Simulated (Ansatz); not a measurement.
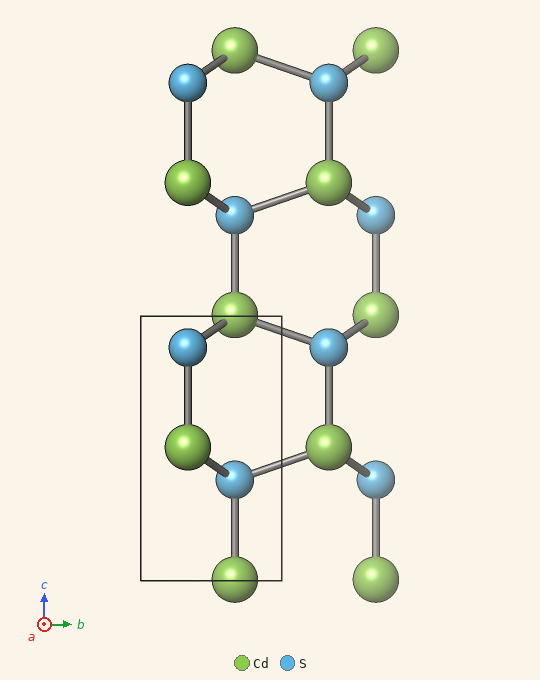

Projection along an edge of the hexagonal mesh, stacking direction c upwards. Every atom sits on one of the three columns of the mesh; call them A, B, C in the order in which they first turn up. The sequence starts with the first layer at or above the cell's origin.

System CdS; source of the atomic positions: coordinates from a relaxation in a fixed cell with Ansatz 0.2.0, DFT r2SCAN, scalar-relativistic, plane waves, PAW.

> Read off the stacking sequence over one period.

Cd(A) – S(A) – Cd(B) – S(B) (four layers in 6.77 Å).

> How are the S layers alone stacked?

S layers alone: AB, the hexagonal close-packed type.

> Which positions between or in the S layers do the other atoms fill?

Cd: two tetrahedral sites (per hexagonal cell).

> What short polytype symbol fits?

Polytype symbol 2H, the symbol of a tetrahedral polytype (number of double layers in the repeat and lattice).
